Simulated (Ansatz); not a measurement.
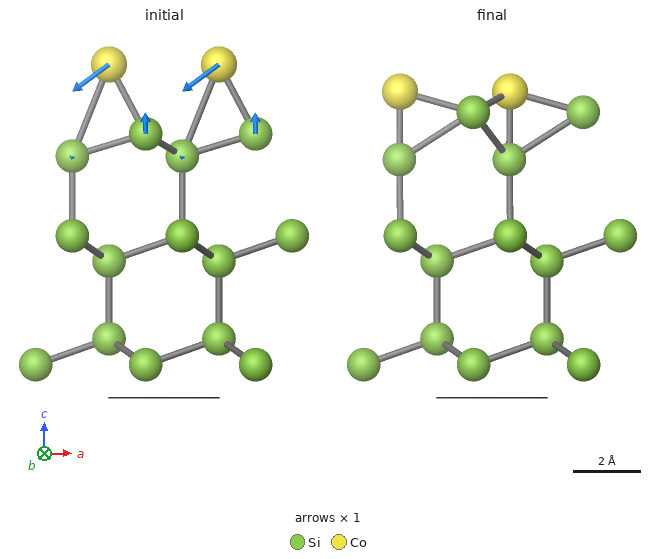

The structure of a slab of composition CoSi$_{6}$ (cut from the Fd-3m phase) before (left) and after (right) a constrained relaxation, at one scale. The blue arrows give the displacements, at their true length.

Style: ball-and-stick. Shown: the cell of the calculation, outlined in the plane, without the vacuum, along the b axis.

Case: Co put at a bridge Si-Si site. The slab is the (1 1 1) face of Si with Co on it. 3 atoms are held fixed.

Level of theory: DFT PBEsol, scalar-relativistic, plane waves, PAW in Ansatz 0.2.0. Set-up: plane-wave cutoff 420 eV; k-point mesh 9 × 9 × 1; occupations gaussian; smearing width 0.05 eV; collinear spin; dipole correction; atoms relaxed in a fixed cell; force threshold 0.03 eV/Å; at most 70 steps.

### Summarise the run.

The atom that moves furthest is the Co atom (1.39 Å at 54° to the normal (−c side)). Largest moves by element: Co 1.39 Å, Si 0.65 Å. The cell stays as it was. Some distances before and after: Co–Si 3.608 → 2.306 Å, Co–Si 2.988 → 2.056 Å, Si–Si 2.318 → 2.654 Å, Si–Si 2.318 → 2.633 Å. New bonds form: Co–Si (3.61 → 2.31 Å). Bond angles that change, for instance: Si–Si–Si 111.9° → 93.2°, Si–Si–Si 111.9° → 93.7°, Si–Si–Si 106.9° → 123.3°. Over 10 geometry steps the energy falls by 1.873 eV per cell of the calculation. Largest force component: 1.3 eV/Å at the start, 0.011 eV/Å at the end. The program noted that the starting moments weren't kept. The run took 12 min on 1 thread of Intel(R) Xeon(R) Platinum 8375C CPU @ 2.90GHz (Ice Lake) (shared host), peak memory 0.94 GiB.

Limits of the set-up: the periodic images lie only 3.8 Å apart, so the values are limited by the cell's size.
